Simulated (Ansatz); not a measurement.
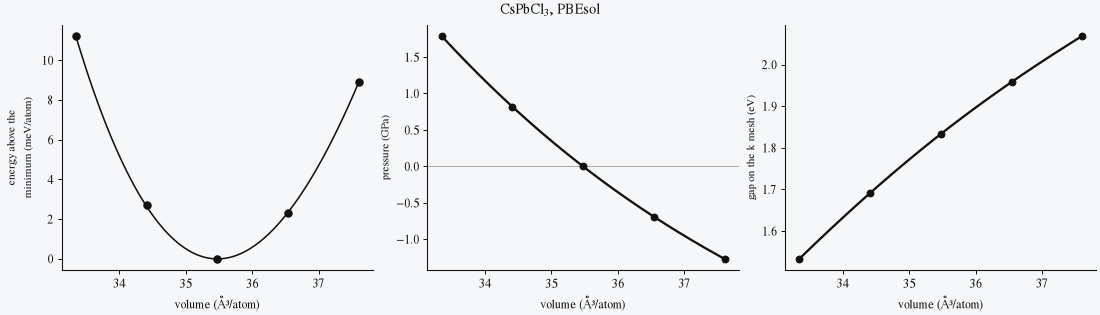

The figure shows the energy above the minimum, pressure and gap on the k mesh against volume for CsPbCl₃, space group Pm-3m (No. 221).

Structure:
```xyz
5
Lattice="5.6187 0.0000 0.0000 0.0000 5.6187 0.0000 0.0000 0.0000 5.6187" Properties=species:S:1:pos:R:3 pbc="T T T"
Cs    0.0000    0.0000    0.0000
Pb    2.8093    2.8093    2.8093
Cl    2.8093    2.8093    0.0000
Cl    0.0000    2.8093    2.8093
Cl    2.8093    0.0000    2.8093
```

Calculation (Ansatz 0.2.0): third-order Birch-Murnaghan fit to density functional energies at scaled volumes of the given relaxed cell, shape and atoms relaxed at each volume; energies count from the fitted minimum; plane waves with PAW datasets, Γ-centred k mesh. Level: PBEsol, no spin polarisation.

- wave cutoff: 420 eV
- k mesh: 6×6×6
- occupations: Gaussian
- smearing width: 0.02 eV

Q: How stiff is the solid, and where is its volume at rest?

A: A third-order Birch–Murnaghan fit gives V0 = 35.48 Å³/atom, B0 = 25 GPa and B′ = 4.7.

Q: How does the pressure vary with volume?

A: It falls from 1.79 GPa at volume 33.347 Å³/atom to −1.27 GPa at 37.604 Å³/atom, and changes sign near 35.5 Å³/atom.
